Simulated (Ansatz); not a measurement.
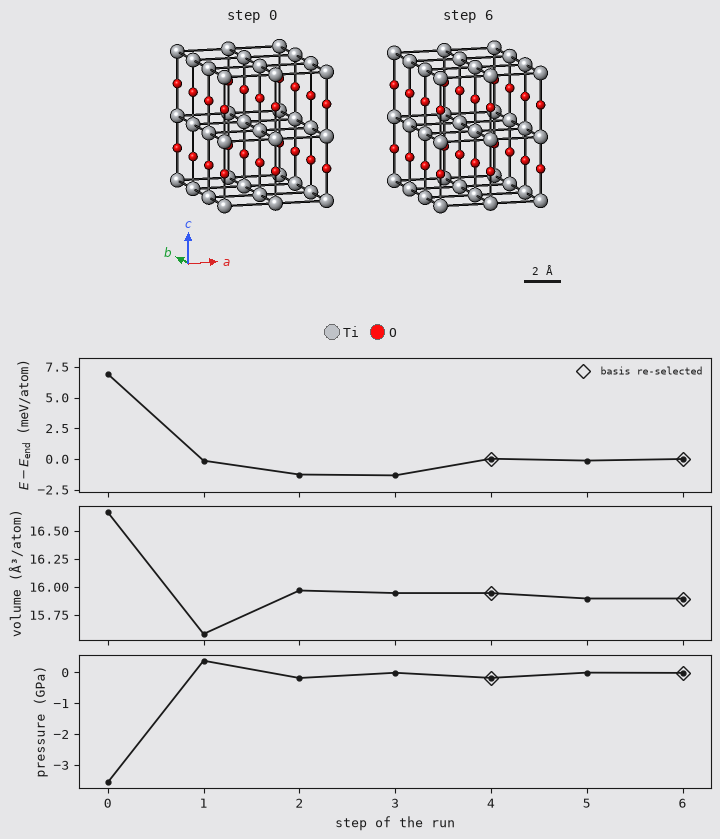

First and last geometry of a relaxation of solid TiO (a generated structure, set up in P4/mmm), with the history of the run. Style: ball-and-stick. Shown: the cell of the calculation, repeated 2 × 3 × 2 with one cell outlined, slightly off an axis.

The run lets cell and atoms move.

Theory: Kohn-Sham DFT of a periodic cell, PBEsol, Ansatz PAW (Ansatz).

Input
```yaml
crystal:
  lattice:
    - [3.00939, 0.0, 0.0]
    - [0.0, 3.00939, 0.0]
    - [0.0, 0.0, 3.68042]
  atoms:
    - { symbol: Ti, position: [0.0, 0.0, 0.0] }
    - { symbol: O, position: [0.0, 0.0, 0.5] }
hamiltonian:
  xc: pbesol
  pseudopotentials: { kind: paw }
kpoints:
  mp_grid: { grid: [9, 9, 7] }
scf:
  occupations: { method: fermi_dirac, width: 0.05 }
output:
  forces: true
  stress: true
  eigenvalues: true
  write_density: true
  write_potential: true
  elf: true
  volumetric_format: npy
relax:
  f_tol: 0.01
  max_steps: 40
  cell: { stress_tol: 0.05 }
```

Command:
```bash
ansatz run input.yaml --threads 2 --pin off --max-ram 5632MiB --backend cpu --events-out ev --progress --plain --runs-dir out
```

Question: Did the run converge, and what did it change?

Answer: It converged. No atom moves by more than 0.005 Å relative to the cell. The drawn cell changes as follows: a = b 3.009 → 2.950 Å (−2.0 %), c 3.680 → 3.654 Å (−0.7 %); the volume changes by −4.6 %. Among the contacts that change: Ti–Ti 3.009 → 2.950 Å, O–Ti 1.840 → 1.827 Å. The space group stays P4/mmm (No. 123). The energy falls by 6.9 meV per atom in 4 accepted moves (6 points after the start). All forces vanish by symmetry, so only the cell relaxes. Pressure: −3.56 GPa at the start and −0.02 GPa at the end. The SCF was repeated twice at an unchanged geometry on a basis and grid sized afresh for the cell, which shifted the energy by 1.4 meV per atom at most. The run took 7.2 s on 2 threads of Arm Neoverse V2, on a shared host, peak memory 0.32 GiB.
